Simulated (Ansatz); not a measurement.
# Run report: Al, single-point calculation

Al (1 atom in the cell), computed with DFT PBEsol, scalar-relativistic, plane waves, PAW, no spin polarisation (Ansatz 0.2.0).

The structure derives from a Materials Project entry. It belongs to a series of runs on one base structure; here: ratio of the length along [111] to the lengths across it x 1.41, volume and fractional coordinates fixed. Figures and captions count atoms from 1; the log counts them from 0 in places.

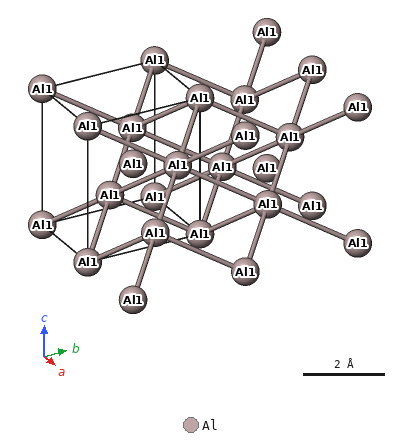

Figure 1. The structure (ball-and-stick view of the cell 3 times as large as that of the calculation, set on its symmetry axes, repeated 2 × 2 × 1, seen slightly off an axis; atoms are numbered from 1 in the order of the input). An atom can appear more than once, as a periodic image.

Summary

- outcome: converged
- space group (tolerance 0.01 Å): R-3m (166)
- electrons treated: 3
- free energy: −524.2013 eV
- Fermi energy: 8.009 eV
- gap on the k-point mesh: none (metallic)
- pressure: 11.46 GPa
- largest force (length of the vector): under 0.001 eV/Å
- hardware: 1 thread of Intel Xeon @ 2.70GHz, 189 GiB of memory available, shared host
- wall time: 11 s
- peak memory: 0.46 GiB

Remarks

The cell is under a pressure of 11.5 GPa at this level, so it is not at its equilibrium volume.

Input file
```yaml
crystal:
  lattice:
    - [-1.2250919225, 1.6129588632, 1.6129588632]
    - [1.6129588632, -1.2250919225, 1.6129588632]
    - [1.6129588632, 1.6129588632, -1.2250919225]
  atoms:
    - { symbol: Al, position: [0.0, 0.0, 0.0] }
basis:
  ecutwfc: 420
kpoints:
  mp_grid: { grid: [24, 24, 24] }
hamiltonian:
  xc: pbesol
scf:
  occupations: { method: gaussian, width: 0.15 }
output:
  forces: true
  stress: true
  eigenvalues: true
  write_density: true
  write_potential: true
  elf: true
  volumetric_format: npy
```

Launch command:
```bash
ansatz run input.yaml --threads 1 --pin off --max-ram 2560MiB --backend cpu --events-out ev --progress --plain --runs-dir out
```

The program's output
```
Engine: ansatz 0.2.0, x86_64-unknown-linux-gnu
Pseudopotentials: kind: paw
Pseudopotential: Al, paw, valence charge 3, recommended cutoff 420 eV (normal), Al.paw.azcp
Functional definition: PBEsol
  exchange = pbesol_x
  correlation = pbesol_c
Crystal: 1 atoms, lattice volume = 16.116 Å³
Basis set: ecut = 420 eV, 321 PW (Γ), exchange–correlation on 36×36×36 points (8 copies of the dense FFT grid, shifted against one another)
Bands: 6, of which v1, the nominal top of the filled ones, is band 2 counted from 1 (1 counted from 0)
Symmetry: 12 space group operations
Space group: R-3m (ITA 166), of the structure as read, at distance tolerance 2.5e-5 Å
k-points: 1313 of 13824
Non-local potential: Al, projectors of the file, l = 0: 2, l = 1: 2, l = 2: 1
PAW form: soft (Blöchl's): semilocal exchange-correlation on the pseudo side does not see the compensation charge
PAW frozen core: Al, regenerated for the run's functional, and the local potential with it (the file was generated under x = pbe(κ = 0.804, μ = 0.2195149727645171), c = pbe(β = 0.06672455060314922))
PAW one-centre angular grid: Al, 110 points (default); XC on 64 Gauss nodes
Initial density: superposition of atomic densities (neutral atoms: chi_scale 0, normalization atom), corrected by the library's trained network
Initial wavefunctions: pseudopotential atomic-orbital guess
Functional: x = pbesol(κ = 0.804, μ = 0.12345679012345678), c = pbesol(β = 0.046)
SCF iter   1: F=—  HF=-524.201361 eV  |F-HF|=—  |Δ(HF+E_count)|=         —  Δρ=1.86e-3  dr2=5.05e-4  ethr=1.77e-3  ⟨swp⟩=4.6  Hψ=69385  notcnv=0
preconditioner: auto → none  [metal: Δε(μ)=0.007 eV  Ē_g=13.537 eV  σ=0.150 eV  W_gap=0.03  n_scr=0 (ndim 8)  ℏωp=16.0 eV  f_vac=0.000  D(μ)=0.41/eV (n_scr^D=0)]
SCF iter   2: F=—  HF=-524.201298 eV  |F-HF|=—  |Δ(HF+E_count)|=   6.28e-5  Δρ=8.75e-4  dr2=1.07e-4  ethr=1.68e-5  ⟨swp⟩=1.0  Hψ=18388  notcnv=0
SCF iter   3: F=—  HF=-524.201286 eV  |F-HF|=—  |Δ(HF+E_count)|=   1.22e-5  Δρ=3.68e-5  dr2=1.83e-7  ethr=3.56e-6  ⟨swp⟩=1.0  Hψ=7495  notcnv=0
SCF iter   4: F=—  HF=-524.201328 eV  |F-HF|=—  |Δ(HF+E_count)|=   4.22e-5  Δρ=2.59e-6  dr2=7.55e-10  ethr=6.10e-9  ⟨swp⟩=2.3  Hψ=9483  notcnv=0
iter 5 did not close the SCF: its close was put off for the readings that it lacked (scf_convergence_deferred on its scf_iter line)
SCF iter   5: F=-524.201328 eV  HF=-524.201328 eV  |F-HF|=9.66e-12  |Δ(HF+E_count)|=  2.62e-10  Δρ=6.64e-7  dr2=2.77e-11  ethr=2.52e-11  ⟨swp⟩=2.0  Hψ=9517  notcnv=0
SCF iter   6: F=-524.201328 eV  HF=-524.201328 eV  |F-HF|=3.41e-13  |Δ(HF+E_count)|=  1.05e-11  Δρ=2.18e-8  dr2=7.32e-14  ethr=1.00e-12  ⟨swp⟩=4.0  Hψ=29002  notcnv=0
SCF 1 converged in 6 iterations: F = -524.201328 eV  dr2 = 7.32e-14
  greatest PAW one-centre occupation: 0.486 electrons in one spin orbital (limit 2), on the Al atom at site 0 (counted from 0), in its partial waves of l = 0
SCF converged after 6 iterations
Free energy (F): -524.201328 eV
Harris-Foulkes:  -524.201328 eV  (|F-HF|=3.41e-13)
Internal energy: -524.196661 eV  (E = F + TS)
E sigma→0 (E₀):  -524.198994 eV
Entropy (-TS):   -0.004667 eV (-4.667 meV/atom)
Fermi energy:    8.008992 eV
--- Per-component energies (eV) ---
  E_band       = 10.696213
  E_kinetic    = 23.592927
  E_local      = 8.843183  (includes V_loc(G=0)·N_el)
  E_nonlocal   = 11.194069
  E_hartree    = 0.209578
  E_xc         = -39.686067
  E_vxc        = -29.479554  (∫ρ·V_xc dr)
  E_paw        = -454.986400  (= ΣΔE_a)
  E_vpaw       = -3.873565  (= ΣTr[D̂ρ^β])
  E_aug_tail   = -0.000003  (compensation charges beyond the density's cutoff)
  E_ewald      = -73.383087
  E_core_change = 0.019139  (= ΣΔE_core)
  E_smearing   = -0.004667  (= −TS)
  E_closure    = 0.000000  (closes the sum)
  Σ components = -524.201328   (vs F -524.201328, Δ=0.00e0)
--- Forces (eV/Å), atoms counted from 1 ---
  atom   1  Al    -0.00000000    -0.00000000     0.00000000
  max |Σ_I F_I| component: 4.11e-33 eV/Å
--- Stress (GPa, compression-positive) ---
       11.462390      -4.937515      -4.937515
       -4.937515      11.462390      -4.937515
       -4.937515      -4.937515      11.462390
  P = ⅓ Tr σ = 11.4624 GPa (114.624 kbar)
--- Band table (eV; the first three rows and the last of 1313) ---
  k-point 0: bands = ["-3.2010", "17.6618", "17.6618", "19.1934", "20.3244", "20.3244"]
  k-point 1: bands = ["-3.1584", "16.9486", "17.6211", "19.2428", "20.4270", "20.8662"]
  k-point 2: bands = ["-3.0310", "15.6234", "17.5194", "19.2176", "20.7109", "21.8426"]
  k-point 1312: bands = ["9.7940", "9.7940", "11.6237", "11.6237", "12.2763", "14.4741"]
```

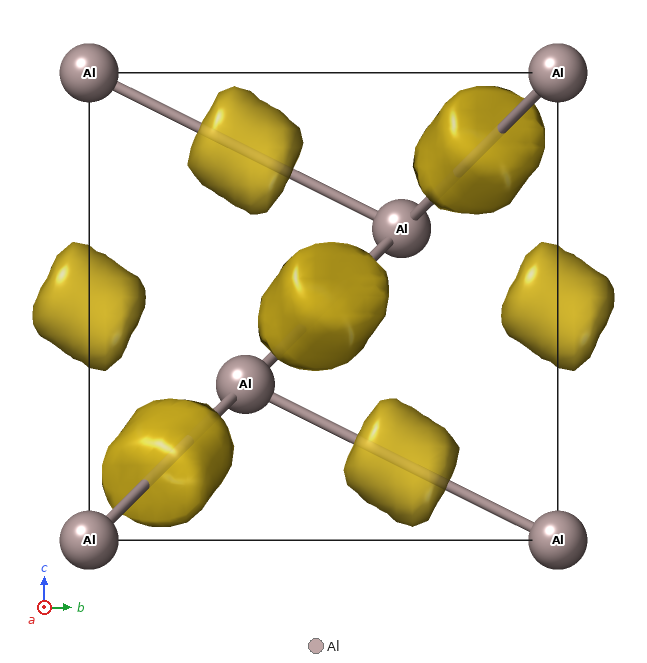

Figure 2. Isosurface of the ELF at 0.7 (yellow), seen along the a axis. Core shells and regions of very low density are left out. Sticks mark near contacts. The outline is the cell set on symmetry axes. The ELF exceeds this value in nine regions between bonded Al–Al atoms (shared pairs), counted in one cell of 3 atoms. Along the contacts the grid gives the following. Al–Al (2.59 Å): the ELF peaks at about 0.75 between the atoms, as expected for localised, shared-pair bonding. The fields are those of the smooth PAW valence density.

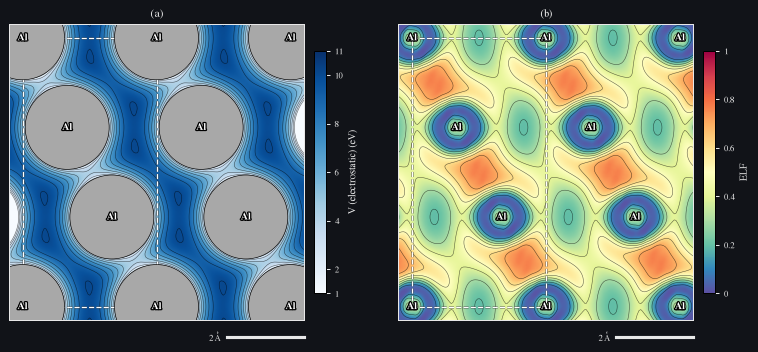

Figure 3. (a) electrostatic potential energy of an electron; (b) electron localisation function on the (110) plane of the conventional cell. Grey discs, where drawn, cover atomic cores. Al–Al (2.59 Å): the ELF peaks at about 0.75 between the atoms, which marks a covalent bond. Outside the cores the potential energy rises away from the atoms and is highest about 1.8 Å from the nearest atoms; outside the discs it spans about 8 eV, and its zero is arbitrary.

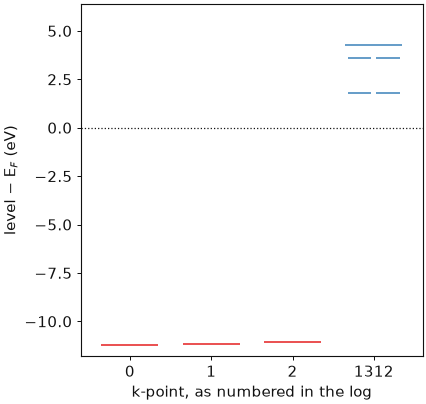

Figure 4. Kohn–Sham levels near the Fermi level (dotted) at the few k-points that the log prints; levels within 0.02 eV of each other stand side by side. The system is metallic on the full mesh.
